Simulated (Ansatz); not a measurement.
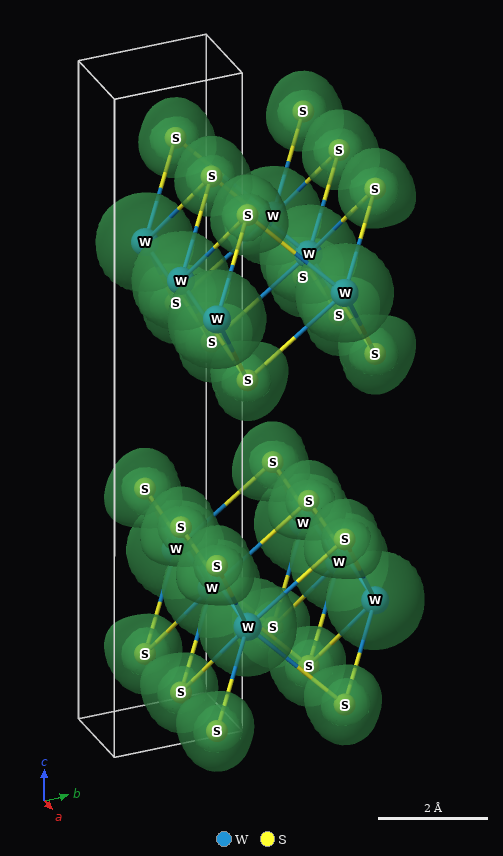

*WS₂. Isosurface of the valence electron density at 1 e/Å³ (green), seen slightly off an axis. Sticks mark near contacts.*

Space group P6₃/mmc; the program warned that a starting moment wasn't kept; spin-polarised, but the moments vanished.

All numbers below come from DFT, r2SCAN, plane-wave PAW, default files, scalar-relativistic, frozen cores (Ansatz).

Input

```
crystal:
  lattice:
    - [3.18, 0.0, 0.0]
    - [-1.59, 2.753960784, 0.0]
    - [0.0, 0.0, 12.5]
  atoms:
    - { symbol: W, position: [0.3333333333, 0.6666666667, 0.25], spin: 2.0 }
    - { symbol: W, position: [0.6666666667, 0.3333333333, 0.75], spin: 2.0 }
    - { symbol: S, position: [0.3333333333, 0.6666666667, 0.6244923886] }
    - { symbol: S, position: [0.6666666667, 0.3333333333, 0.1244923886] }
    - { symbol: S, position: [0.3333333333, 0.6666666667, 0.8755076114] }
    - { symbol: S, position: [0.6666666667, 0.3333333333, 0.3755076114] }
magnetization:
  spin_polarized: true
kpoints:
  mp_grid: { grid: [11, 11, 3] }
scf:
  occupations: { method: fermi_dirac, width: 0.02 }
hamiltonian:
  xc: r2scan
  pseudopotentials: { kind: paw, frozen_core: stored }
output:
  forces: true
  stress: true
  populations: true
  efg: { quadrupole_moments_barn: { S: -0.0694 } }
  write_density: true
  write_potential: true
  elf: true
  volumetric_format: npy
```

Command:

```sh
ansatz run input.yaml --threads 4 --pin off --max-ram 8192MiB --backend cpu --events-out ev --progress --plain --runs-dir out
```

Below, planes, directions and counts refer to the conventional cell (a = 3.18 Å, b = 3.18 Å, c = 12.50 Å, α = 90.00°, β = 90.00°, γ = 120.00°).

How is the density connected at this value?

At this value the density breaks into separate islands; it holds about 45 % of the electrons treated as valence (semicore included). It bridges none of the near contacts. It is pinched off along the shortest W–S (2.41 Å) contacts. On the grid the lowest density along these lines, outside the cores, is 0.63 e/Å³ (W–S, 2.41 Å).

Does the calculation give a band gap?

It is gapped, with a Kohn–Sham gap of 1.2 eV on the k-point mesh (the band edges may lie off the mesh, which would make the gap smaller).
